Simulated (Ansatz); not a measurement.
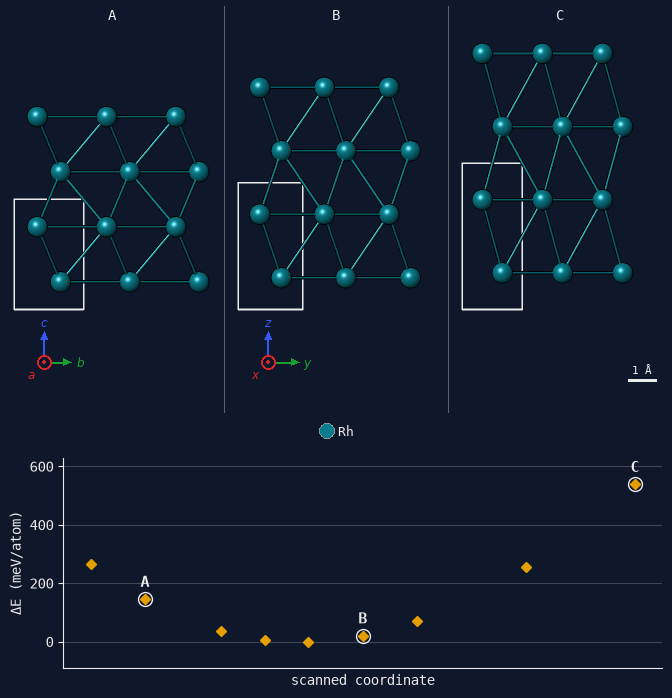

Frames of a one-coordinate scan of a crystal of Rh (P6_3/mmc). x, y and z are the Cartesian axes of the input. A ball-and-stick model of the cell of the calculation, repeated 3 × 3 × 2 with one cell outlined, seen along the a axis.

Computed with DFT r2SCAN, scalar-relativistic, plane waves, PAW (Ansatz). Settings: plane-wave cutoff 500 eV; k-point mesh 24 × 24 × 12; occupations gaussian; smearing width 0.15 eV; no spin polarisation. Energies (free energies at the smearing named) are counted from the cell as listed in its source, which wasn't relaxed.

### Which coordinate changes from frame to frame?

The ratio of the cell's length along z to its lengths across, counted as 1 for the reference, is changed at fixed volume (a c/a path), with the atoms kept at their fractional coordinates. In the frames the relative ratio is 0.85 (A), 1.05 (B), 1.30 (C). The lowest computed point lies at the relative ratio 1.00 (0 meV/atom). The end points stand at 264 meV/atom (0.80) and 538 meV/atom (1.30). The unrelaxed reference is under a pressure of −9.6 GPa. The distortion keeps the space group P6_3/mmc. At the relative ratio 1.30 the cell of the drawing goes a 2.731 → 2.502 Å, b 2.731 → 2.502 Å, c 4.428 → 5.275 Å.
